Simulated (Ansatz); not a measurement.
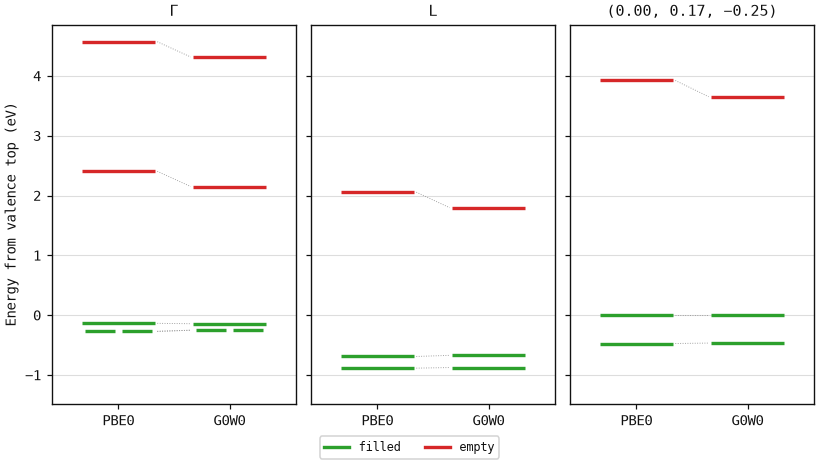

Levels at Γ, L and (0.00, 0.17, −0.25) in PBE0 and in G0W0, each set counted from its own valence top. Degenerate partners of corrected states are drawn at the same energy at named points, and can be missing at the others.

System: CdI2-type SnSe2, space group P-3m1 (No. 164), 3 atoms in the cell, relaxed with r2SCAN+rVV10; a = 3.825 Å, c = 6.227 Å (hexagonal axes). Starting point: PBE0, Ansatz PAW set, no spin polarisation, no spin-orbit coupling, 6×6×4 k mesh, 420 eV cutoff, fixed occupations (Ansatz). Many-body step: G0W0 with empty bands 584, screening cutoff 220 eV and frequency treatment contour deformation.

Q: What does G0W0 do to the gap?

A: Over the k points that were corrected, the smallest gap goes from 2.06 eV in PBE0 ((0.00, 0.17, −0.25) to L) to 1.80 eV in G0W0 ((0.00, 0.17, −0.25) to L), a change of −0.26 eV (−13 %).

Q: What are the quasiparticle weights at the band edges?

A: The quasiparticle weight (renormalisation factor) lies between 0.76 and 0.82 for the top filled and first empty levels.

Q: Is the correction a rigid shift of the empty levels?

A: Counted from the valence top, the lowest empty level moves by −0.26 eV at Γ, −0.26 eV at L and −0.27 eV at (0.00, 0.17, −0.25); over the 19 points that were corrected the shifts run from −0.29 to −0.26 eV: a spread of 0.03 eV on a mean of −0.27 eV, so one scissor shift describes this level well. Only two empty levels a point were corrected, so a higher one could drop under them.

| k point | PBE0 direct gap (eV) | G0W0 direct gap (eV) |
| --- | --- | --- |
| Γ | 2.54 | 2.29 |
| L | 2.75 | 2.47 |
| (0.00, 0.17, −0.25) | 3.92 | 3.65 |

Spin-orbit coupling is left out, which matters for Sn and Se. The k mesh is thin for GW. The PAW data sets were made with another functional. Bands, cutoffs and mesh are finite, so these values aren't at the basis limit.
